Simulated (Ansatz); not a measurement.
System: Zr.

The calculation's input:

```
crystal:
  lattice:
    - [-1.7376, 1.81, 1.81]
    - [1.81, -1.7376, 1.81]
    - [1.81, 1.81, -1.7376]
  atoms:
    - { symbol: Zr, position: [0.0, 0.0, 0.0] }
kpoints:
  mp_grid: { grid: [16, 16, 16] }
scf:
  occupations: { method: fermi_dirac, width: 0.03 }
hamiltonian:
  xc: pbe
  pseudopotentials: { kind: paw }
output:
  forces: true
  stress: true
  eigenvalues: true
  efg: { contact_densities: true }
  write_density: true
  write_potential: true
  elf: true
  volumetric_format: npy
```

Command:

```sh
ansatz run input.yaml --threads 1 --pin off --max-ram 2048MiB --backend cpu --events-out ev --progress --plain --runs-dir out
```

Below, planes, directions and counts refer to the conventional cell (a = 5.02 Å, b = 5.02 Å, c = 3.26 Å, α = 90.00°, β = 90.00°, γ = 120.00°).

Space group R-3m; changed on purpose from its base cell (equal xy, yz and zx shear strains of +4 %, PAW files); computed pressure about −3 GPa in this cell.

These are results of Ansatz, DFT, PBE, PAW with Ansatz's default frozen-core files, scalar-relativistic, not measurements.

**What will maps of the valence pseudo-density and electron localisation function show?**

Zr–Zr (3.09 Å): the density is about 0.18 e/Å³ at the midpoint; the ELF is about 0.20 at the midpoint; no localised pair shows between them.

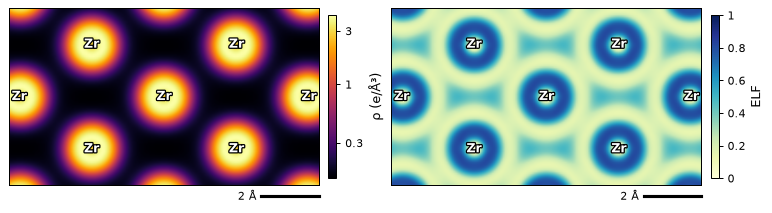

Computed valence pseudo-density and electron localisation function on the (101) plane of the conventional cell, in this order. 

Core electrons are frozen (PAW), and the valence fields are smoothed inside the atomic spheres.
